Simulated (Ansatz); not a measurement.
**Single-point calculation, with input and output: CuO (part 2 of 2)**

Continued. System: CuO (F-43m, 2 atoms in the cell). Method: DFT PBE, scalar-relativistic, plane waves, PAW, spin-polarised (Ansatz 0.2.0); cutoff 420 eV, 7×7×7 k-mesh, Gaussian smearing of 0.05 eV, collinear spins. The structure was built on a prototype by a generator; it need not be a known phase. It belongs to a series of runs on one base structure; here: natural orbitals of the symmetric run, filled by rank.

Geometry of the input (Å; fractional positions):
```
0.0000  2.3273  2.3273
2.3273  0.0000  2.3273
2.3273  2.3273  0.0000
Cu 0.0000  0.0000  0.0000
O  0.2500  0.2500  0.2500
```

### Output, continued
```
SCF iter   1: F=—  HF=-7188.641554 eV  |F-HF|=—  |Δ(HF+E_count)|=         —  Δρ=8.21e-2 (↑3.95e-2 ↓8.21e-2)  dr2=1.73e0  dr2_m=2.70e-1  M=1.000 μB ∫|m|=1.033 μB  β_m=1.00  ethr=3.10e-3  ⟨swp⟩=5.9  Hψ=6073  notcnv=0
preconditioner: auto → none  [insulator: Δε(μ)=1.588 eV  Ē_g=17.956 eV  σ=0.050 eV  W_gap=1.00  n_scr=14 (ndim 8)  ℏωp=30.5 eV  f_vac=0.045  D(μ)=0.00/eV (n_scr^D=0)  ε∞_Penn≈3.9]
SCF iter   2: F=—  HF=-7188.413872 eV  |F-HF|=—  |Δ(HF+E_count)|=   2.28e-1  Δρ=3.12e-2 (↑3.03e-2 ↓3.12e-2)  dr2=2.93e-1  dr2_m=1.32e-4  M=1.000 μB ∫|m|=1.039 μB  β_m=1.00  ethr=3.10e-3  ⟨swp⟩=2.2  Hψ=2945  notcnv=0  defer=40
SCF iter   3: F=—  HF=-7188.500519 eV  |F-HF|=—  |Δ(HF+E_count)|=   8.66e-2  Δρ=1.80e-2 (↑1.80e-2 ↓1.78e-2)  dr2=1.01e-1  dr2_m=1.44e-5  M=1.000 μB ∫|m|=1.037 μB  β_m=1.00  ethr=1.17e-3  ⟨swp⟩=2.0  Hψ=2147  notcnv=0  defer=40
SCF iter   4: F=—  HF=-7188.564259 eV  |F-HF|=—  |Δ(HF+E_count)|=   6.37e-2  Δρ=2.18e-3 (↑2.18e-3 ↓1.97e-3)  dr2=1.11e-3  dr2_m=1.17e-5  M=1.000 μB ∫|m|=1.035 μB  β_m=1.00  ethr=4.06e-4  ⟨swp⟩=2.5  Hψ=2396  notcnv=0  defer=40
SCF iter   5: F=—  HF=-7188.599744 eV  |F-HF|=—  |Δ(HF+E_count)|=   3.55e-2  Δρ=1.14e-3 (↑1.14e-3 ↓1.11e-3)  dr2=3.75e-4  dr2_m=1.87e-6  M=1.000 μB ∫|m|=1.034 μB  β_m=0.30  ethr=4.44e-6  ⟨swp⟩=2.0  Hψ=2326  notcnv=0  defer=40
Mixer restart at iter 5: flushing history
spin-set hold released at iteration 5 (site moments contracting): the magnetisation degrees of freedom join the quasi-Newton model from the next iteration; the mixer history was flushed
SCF iter   6: F=—  HF=-7188.616460 eV  |F-HF|=—  |Δ(HF+E_count)|=   1.67e-2  Δρ=8.86e-4 (↑8.86e-4 ↓8.22e-4)  dr2=2.22e-4  dr2_m=3.52e-6  M=1.000 μB ∫|m|=1.033 μB  β_m=0.65  ethr=1.50e-6  ⟨swp⟩=2.0  Hψ=2254  notcnv=0  defer=40
SCF iter   7: F=—  HF=-7188.633198 eV  |F-HF|=—  |Δ(HF+E_count)|=   1.67e-2  Δρ=1.97e-4 (↑1.74e-4 ↓1.97e-4)  dr2=1.55e-5  dr2_m=1.88e-6  M=1.000 μB ∫|m|=1.031 μB  β_m=0.57  ethr=8.87e-7  ⟨swp⟩=2.0  Hψ=2457  notcnv=0  defer=40
SCF iter   8: F=—  HF=-7188.633193 eV  |F-HF|=—  |Δ(HF+E_count)|=   4.42e-6  Δρ=1.23e-4 (↑1.23e-4 ↓8.02e-5)  dr2=4.27e-6  dr2_m=5.67e-7  M=1.000 μB ∫|m|=1.031 μB  β_m=0.51  ethr=6.22e-8  ⟨swp⟩=2.0  Hψ=2340  notcnv=0  defer=40
SCF iter   9: F=—  HF=-7188.633192 eV  |F-HF|=—  |Δ(HF+E_count)|=   1.14e-6  Δρ=4.18e-5 (↑4.18e-5 ↓2.49e-5)  dr2=1.04e-7  dr2_m=2.18e-7  M=1.000 μB ∫|m|=1.031 μB  β_m=0.76  ethr=1.71e-8  ⟨swp⟩=2.4  Hψ=2230  notcnv=0  defer=40
SCF iter  10: F=—  HF=-7188.633192 eV  |F-HF|=—  |Δ(HF+E_count)|=   3.95e-7  Δρ=1.10e-5 (↑1.10e-5 ↓5.80e-6)  dr2=3.60e-8  dr2_m=7.04e-9  M=1.000 μB ∫|m|=1.031 μB  β_m=0.68  ethr=4.18e-10  ⟨swp⟩=2.0  Hψ=2320  notcnv=0  defer=40
SCF iter  11: F=—  HF=-7188.633192 eV  |F-HF|=—  |Δ(HF+E_count)|=   3.88e-9  Δρ=4.97e-6 (↑2.97e-6 ↓4.97e-6)  dr2=1.01e-8  dr2_m=9.07e-10  M=1.000 μB ∫|m|=1.031 μB  β_m=0.68  ethr=1.44e-10  ⟨swp⟩=2.0  Hψ=2001  notcnv=0  defer=40
Mixer restart at iter 11: flushing history
SCF iter  12: F=—  HF=-7191.556851 eV  |F-HF|=—  |Δ(HF+E_count)|=         —  Δρ=1.64e-1 (↑3.02e-2 ↓1.64e-1)  dr2=5.08e0  dr2_m=1.65e0  M=0.420 μB ∫|m|=0.422 μB  β_m=0.68  ethr=4.04e-11  ⟨swp⟩=6.9  Hψ=5706  notcnv=0  defer=40
SCF iter  13: F=—  HF=-7197.388506 eV  |F-HF|=—  |Δ(HF+E_count)|=    5.83e0  Δρ=2.88e-1 (↑1.68e-1 ↓2.88e-1)  dr2=3.65e1  dr2_m=1.14e0  M=1.248 μB ∫|m|=1.262 μB  β_m=0.01  ethr=4.04e-11  ⟨swp⟩=8.2  Hψ=9085  notcnv=0  defer=29  recentre
SCF iter  14: F=—  HF=-7191.544221 eV  |F-HF|=—  |Δ(HF+E_count)|=    5.84e0  Δρ=1.63e-1 (↑2.95e-2 ↓1.63e-1)  dr2=4.98e0  dr2_m=1.61e0  M=0.425 μB ∫|m|=0.427 μB  β_m=0.01  ethr=4.04e-11  ⟨swp⟩=8.0  Hψ=9124  notcnv=0  defer=9
SCF iter  15: F=—  HF=-7191.417986 eV  |F-HF|=—  |Δ(HF+E_count)|=   1.26e-1  Δρ=1.54e-1 (↑2.73e-2 ↓1.54e-1)  dr2=4.20e0  dr2_m=1.50e0  M=0.465 μB ∫|m|=0.467 μB  β_m=0.00  ethr=4.04e-11  ⟨swp⟩=5.8  Hψ=6313  notcnv=0  defer=29
SCF iter  16: F=—  HF=-7191.334293 eV  |F-HF|=—  |Δ(HF+E_count)|=   8.37e-2  Δρ=1.47e-1 (↑2.73e-2 ↓1.47e-1)  dr2=3.66e0  dr2_m=1.42e0  M=0.495 μB ∫|m|=0.496 μB  β_m=0.01  ethr=4.04e-11  ⟨swp⟩=5.5  Hψ=5618  notcnv=0  defer=29
SCF iter  17: F=—  HF=-7191.088421 eV  |F-HF|=—  |Δ(HF+E_count)|=   2.46e-1  Δρ=1.26e-1 (↑2.76e-2 ↓1.26e-1)  dr2=2.10e0  dr2_m=1.20e0  M=0.548 μB ∫|m|=0.550 μB  β_m=0.02  ethr=4.04e-11  ⟨swp⟩=6.0  Hψ=5988  notcnv=0  defer=29
SCF iter  18: F=—  HF=-7190.857927 eV  |F-HF|=—  |Δ(HF+E_count)|=   2.30e-1  Δρ=7.48e-2 (↑4.39e-2 ↓7.48e-2)  dr2=4.36e-1  dr2_m=5.70e-1  M=0.706 μB ∫|m|=0.708 μB  β_m=0.04  ethr=4.04e-11  ⟨swp⟩=6.1  Hψ=7282  notcnv=0  defer=29
SCF iter  19: F=—  HF=-7191.062151 eV  |F-HF|=—  |Δ(HF+E_count)|=   2.04e-1  Δρ=4.56e-2 (↑4.21e-2 ↓4.56e-2)  dr2=9.02e-1  dr2_m=1.33e-1  M=0.770 μB ∫|m|=0.775 μB  β_m=0.06  ethr=4.04e-11  ⟨swp⟩=6.1  Hψ=7027  notcnv=0  defer=26
SCF iter  20: F=—  HF=-7190.938005 eV  |F-HF|=—  |Δ(HF+E_count)|=   1.24e-1  Δρ=1.49e-2 (↑1.49e-2 ↓1.41e-2)  dr2=1.66e-1  dr2_m=3.26e-3  M=0.765 μB ∫|m|=0.777 μB  β_m=0.07  ethr=4.04e-11  ⟨swp⟩=6.2  Hψ=6855  notcnv=0  defer=27
SCF iter  21: F=—  HF=-7190.900001 eV  |F-HF|=—  |Δ(HF+E_count)|=   3.80e-2  Δρ=5.77e-3 (↑5.77e-3 ↓4.24e-3)  dr2=1.52e-3  dr2_m=4.75e-3  M=0.732 μB ∫|m|=0.747 μB  β_m=0.54  ethr=4.04e-11  ⟨swp⟩=6.3  Hψ=6683  notcnv=0  defer=26
SCF iter  22: F=—  HF=-7190.902078 eV  |F-HF|=—  |Δ(HF+E_count)|=   2.08e-3  Δρ=5.06e-3 (↑3.39e-3 ↓5.06e-3)  dr2=1.50e-3  dr2_m=3.72e-3  M=0.706 μB ∫|m|=0.724 μB  β_m=0.77  ethr=4.04e-11  ⟨swp⟩=5.4  Hψ=4957  notcnv=0  defer=26
SCF iter  23: F=—  HF=-7190.904256 eV  |F-HF|=—  |Δ(HF+E_count)|=   2.18e-3  Δρ=1.79e-3 (↑1.79e-3 ↓1.51e-3)  dr2=7.00e-5  dr2_m=5.84e-4  M=0.673 μB ∫|m|=0.693 μB  β_m=0.88  ethr=4.04e-11  ⟨swp⟩=5.5  Hψ=4929  notcnv=0  defer=26
SCF iter  24: F=—  HF=-7190.904592 eV  |F-HF|=—  |Δ(HF+E_count)|=   3.36e-4  Δρ=1.32e-3 (↑8.05e-4 ↓1.32e-3)  dr2=6.17e-4  dr2_m=9.12e-5  M=0.648 μB ∫|m|=0.665 μB  β_m=0.94  ethr=4.04e-11  ⟨swp⟩=4.6  Hψ=4458  notcnv=0  defer=26
SCF iter  25: F=—  HF=-7190.904539 eV  |F-HF|=—  |Δ(HF+E_count)|=   5.29e-5  Δρ=2.99e-4 (↑2.40e-4 ↓2.99e-4)  dr2=6.37e-6  dr2_m=1.47e-5  M=0.648 μB ∫|m|=0.664 μB  β_m=0.97  ethr=4.04e-11  ⟨swp⟩=4.0  Hψ=4052  notcnv=0  defer=26
SCF iter  26: F=—  HF=-7190.904542 eV  |F-HF|=—  |Δ(HF+E_count)|=   3.67e-6  Δρ=4.99e-5 (↑2.28e-5 ↓4.99e-5)  dr2=6.43e-7  dr2_m=8.51e-8  M=0.645 μB ∫|m|=0.660 μB  β_m=0.94  ethr=4.04e-11  ⟨swp⟩=3.2  Hψ=3199  notcnv=0  defer=26
iter 27 did not close the SCF: its close was put off for a magnetic moment that had not settled (scf_convergence_deferred on its scf_iter line)
SCF iter  27: F=-7190.904542 eV  HF=-7190.904542 eV  |F-HF|=1.75e-8  |Δ(HF+E_count)|=   6.91e-8  Δρ=8.39e-6 (↑7.12e-6 ↓8.39e-6)  dr2=1.65e-8  dr2_m=5.81e-9  M=0.645 μB ∫|m|=0.660 μB  β_m=0.97  ethr=4.04e-11  ⟨swp⟩=5.8  Hψ=7888  notcnv=0
SCF iter  28: F=-7190.904542 eV  HF=-7190.904542 eV  |F-HF|=2.14e-10  |Δ(HF+E_count)|=   1.35e-9  Δρ=1.03e-6 (↑5.32e-7 ↓1.03e-6)  dr2=1.88e-10  dr2_m=7.63e-11  M=0.645 μB ∫|m|=0.660 μB  ethr=4.04e-11  ⟨swp⟩=4.4  Hψ=6727  notcnv=0
WARN: hamiltonian.hubbard: on 1 of 2 specified blocks the occupation matrix of this SCF's result fails the test of the specified filling. At site 0 ↓ (sites count from 0 in the list of atoms of the cell that this SCF solves) the least filled combination of the orbitals specified full has occupation 0.858, and the fullest combination of the orbitals specified empty has occupation 0.858; the filling counts as kept where the first is at least 0.75 and exceeds the second by more than 0.25. The state of this SCF's result may not hold the specified filling, though these bounds can also misjudge a state that does. This warning does not say which state is lower in energy, or whether the specified filling is a self-consistent state at all; see hamiltonian.hubbard.sites[].starting_ns, Limitations, and scf.initial_density.shell_occupations in the input reference
SCF 1 converged in 28 iterations: F = -7190.904542 eV  dr2 = 1.88e-10
  greatest PAW one-centre occupation: 1.000 electrons in one spin orbital (limit 2), on the Cu atom at site 0 (counted from 0), in its partial waves of l = 0
SCF converged after 28 iterations
Magnetization: 0.6453 μB (12.8226 up, 12.1774 down)
Absolute magnetization: 0.6601 μB (∫|ρ↑−ρ↓|, with the PAW one-centre terms)
Spin contamination: 0.0010 ħ² per cell (⟨S²⟩ above its minimum at these occupations)
Per-site moments (μB) at R_I (Å): [(0.3965808611100081, 0.8313772438977585), (0.2298149371678412, 0.8313772438977585)]
Free energy (F): -7190.904542 eV
Harris-Foulkes:  -7190.904542 eV  (|F-HF|=2.14e-10)
Internal energy: -7190.902809 eV  (E = F + TS)
E sigma→0 (E₀):  -7190.903676 eV
Entropy (-TS):   -0.001733 eV (-0.867 meV/atom)
Fermi energy:    8.351914 eV
--- Per-component energies (eV) ---
  E_band       = -505.338945
  E_kinetic    = 467.380123
  E_local      = -5318.085064  (includes V_loc(G=0)·N_el)
  E_nonlocal   = 440.346395
  E_hartree    = 2298.489025
  E_xc         = -160.216241
  E_vxc        = -205.500011  (∫ρ·V_xc dr)
  E_paw        = -1820.429931  (= ΣΔE_a)
  E_vpaw       = -486.460533  (= ΣTr[D̂ρ^β])
  E_aug_tail   = 0.002802  (compensation charges beyond the density's cutoff)
  E_ewald      = -3098.389916
  E_smearing   = -0.001733  (= −TS)
  E_closure    = -0.000000  (closes the sum)
  Σ components = -7190.904542   (vs F -7190.904542, Δ=0.00e0)
--- Specified on-site occupations, and those of the state reported ---
  electrons in the specified blocks: 8.7500 specified, 9.4059 found
  site 0 (l=d) ↓: largest change of an orbital's occupation 0.8378; electrons 3.9000 specified, 4.5189 found; spectral distance 0.8527
  site 0 (l=d) ↑: largest change of an orbital's occupation 0.0246; electrons 4.8500 specified, 4.8870 found; spectral distance 0.0355
--- Forces (eV/Å), atoms counted from 1 ---
  atom   1  Cu     0.00000000     0.00000000     0.00000000
  atom   2  O      0.00000000     0.00000000     0.00000000
  max |Σ_I F_I| component: 5.55e-17 eV/Å
--- Stress (GPa, compression-positive) ---
       -9.123018       0.000000       0.000000
        0.000000      -9.123027      -0.000000
        0.000000      -0.000000      -9.123018
  P = ⅓ Tr σ = -9.1230 GPa (-91.230 kbar)
--- Band table (eV; the first three rows and the last of 80) ---
  k-point 0 ↑: bands = ["-103.8589", "-61.2267", "-61.2267", "-61.2267", "-10.1421", "3.7505", "3.7505", "3.7505", "6.3376", "6.3376", "8.7871", "8.7871", "8.7871", "9.1110", "22.0723", "22.0723", "22.0723"]
  k-point 1 ↑: bands = ["-103.8588", "-61.2275", "-61.2268", "-61.2268", "-10.0457", "3.4927", "3.8052", "3.8052", "6.3216", "6.3216", "8.0736", "8.6746", "8.6746", "10.1956", "20.5019", "22.1910", "22.1910"]
  k-point 2 ↑: bands = ["-103.8586", "-61.2293", "-61.2271", "-61.2271", "-9.8226", "3.0703", "3.9200", "3.9200", "6.3286", "6.3286", "7.1921", "8.3950", "8.3950", "11.9139", "18.1024", "22.1129", "22.1129"]
  k-point 39 ↓: bands = ["-103.3541", "-60.7396", "-60.7376", "-60.7371", "-9.0544", "3.1294", "4.6302", "4.7324", "6.4969", "6.7986", "6.9989", "7.5870", "7.6925", "14.5993", "17.5353", "19.3143", "22.3851"]
Occupation matrices written to [file]
--- Löwdin populations: 2 sites ---
  site symbol       q [e]    m [muB]
     0     Cu     17.9182     0.3586
     1      O      6.9348     0.2860
  spilling = 0.005880 (of n_electrons = 25.000000)
--- Occupation matrices: 1 shell (run DFT+U table (all-electron-ortho-atomic); ε = 2.00e-2, provisional) ---
  Cu0 d_3D: site group Td (-43m)
  Cu0 d_3D up     Tr n = 4.8870  λ = 0.966 0.966 0.966 0.995 0.995  [3× xz 0.33 (T2 1.00) T2(1.00) | 2× z2 0.50 (E 1.00) E(1.00)]
  Cu0 d_3D dn     Tr n = 4.5189  λ = 0.858 0.858 0.858 0.973 0.973  [3× xz 0.33 (T2 1.00) T2(1.00) | 2× z2 0.50 (E 1.00) E(1.00)]
  specified occupation → Cu0 d_3D up: matrix, ‖Δ‖_F = 0.0355, Tr Δ = -0.0370, displaced = 0.0307, d_λ = 0.0355; orbital distance = 0.0000
  specified occupation → Cu0 d_3D dn: matrix, ‖Δ‖_F = 0.8527, Tr Δ = -0.6189, displaced = 0.5338, d_λ = 0.8527; orbital distance = 0.8165
  Tr n, λ and their labels are of the run-group-symmetrised matrices; stabiliser: 24 of 48 elements of G0×{1,Θ} (closed), max defect 1.2e-6 at τ = 4.2e-3
```

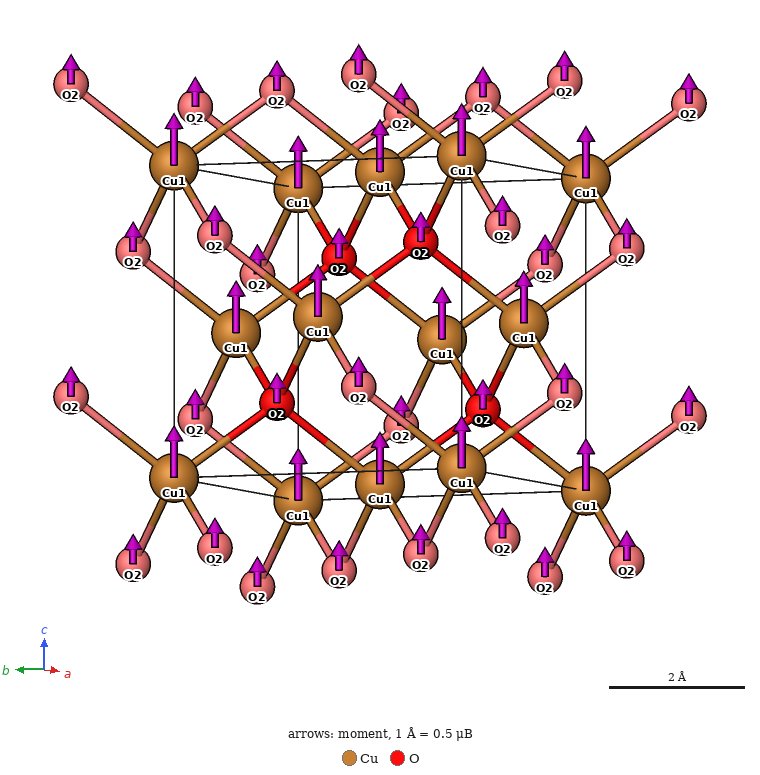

Figure 1. Magnetic moments of the sites as pink arrows (ball-and-stick view of the cell 4 times as large as that of the calculation, set on its symmetry axes, seen at an oblique angle; neighbours outside the cell are drawn fainter; atoms are numbered from 1 in the order of the input); small moments hardly show. The run is collinear, so the axis drawn is arbitrary. Site moments: Cu1 (0.40 μB); O2 (0.23 μB). They are counted near the atoms and needn't add up to the moment of the cell.

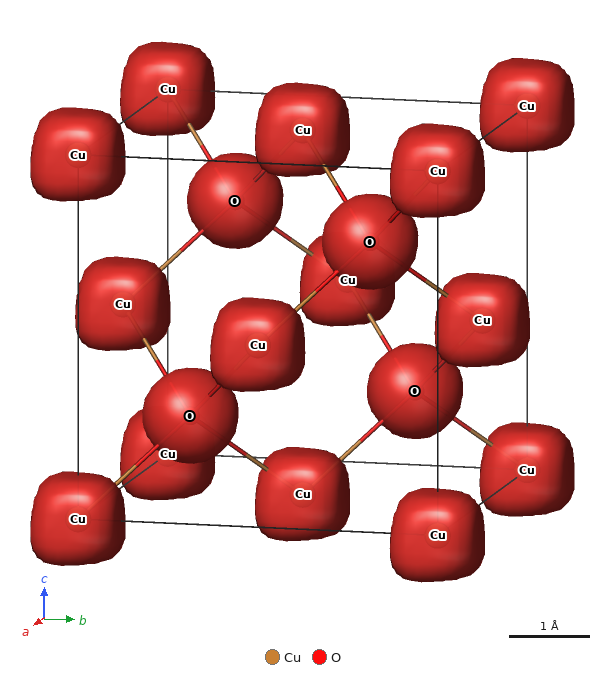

Figure 2. Isosurface of the magnetisation density (up minus down) at +0.08 e/Å³ (red), seen slightly off an axis. Sticks mark near contacts. The outline is the cell set on symmetry axes. The cell of the calculation (2 atoms) carries 0.6 μB net. Core electrons are frozen (PAW), so the fields are smoothed inside the atomic spheres.

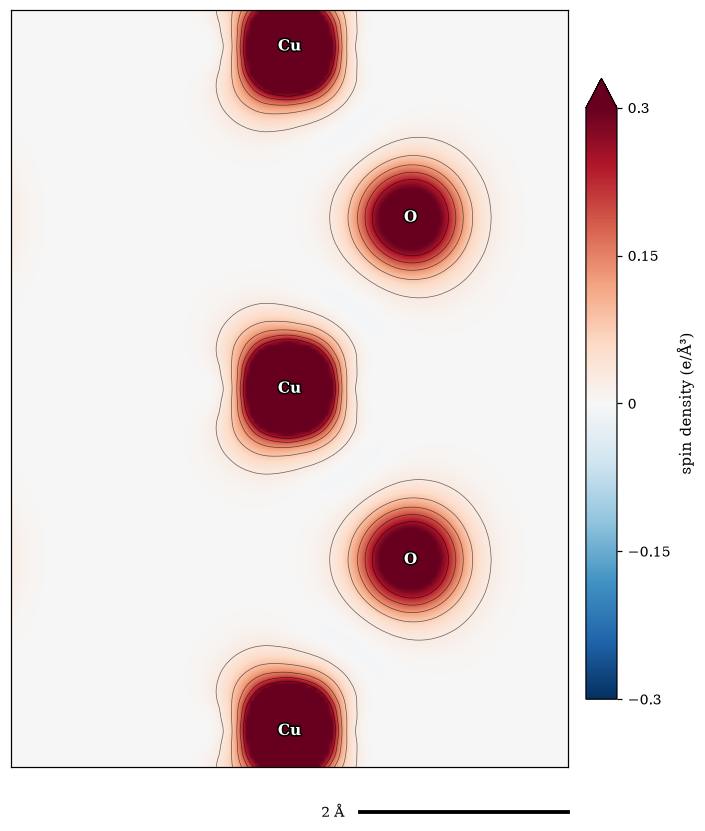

Figure 3. Spin density (up minus down) on the (101) plane of the conventional cell. Atoms in the plane: Cu and O. The cell of the calculation (2 atoms) carries 0.6 μB net.

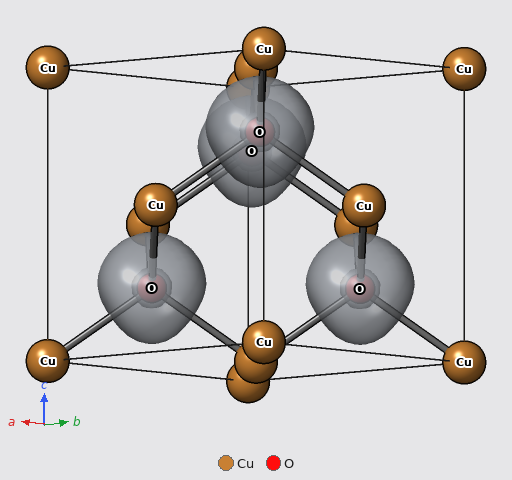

Figure 4. Isosurface of the electron localisation function at 0.65 (grey), seen at an oblique angle. Only the valence region is drawn (cores and ρ < 0.01 e/Å³ removed). Sticks mark near contacts. The outline is the cell set on symmetry axes. Profiles from the grid: Cu–O (2.02 Å): the ELF is about 0.20 at the midpoint (a polar contact without a shared pair, in a metal).

### Key numbers

```csv
quantity,value
outcome,converged
space group (tolerance 0.01 Å),F-43m (216)
electrons treated,25
free energy,−7190.9045 eV
Fermi energy,8.352 eV
gap on the k-point mesh,none (metallic)
net moment of the cell,0.65 μB
integrated absolute moment,0.66 μB
pressure,−9.12 GPa
largest force (length of the vector),under 0.001 eV/Å
wall time,16 s (CPU time 31 s)
peak memory,0.32 GiB
```

### Notes

Warnings of the run: the typed occupations were not kept; the occupation matrices lower the symmetry. The cell is under a tension of 9.1 GPa at this level, so it is not at its equilibrium volume.
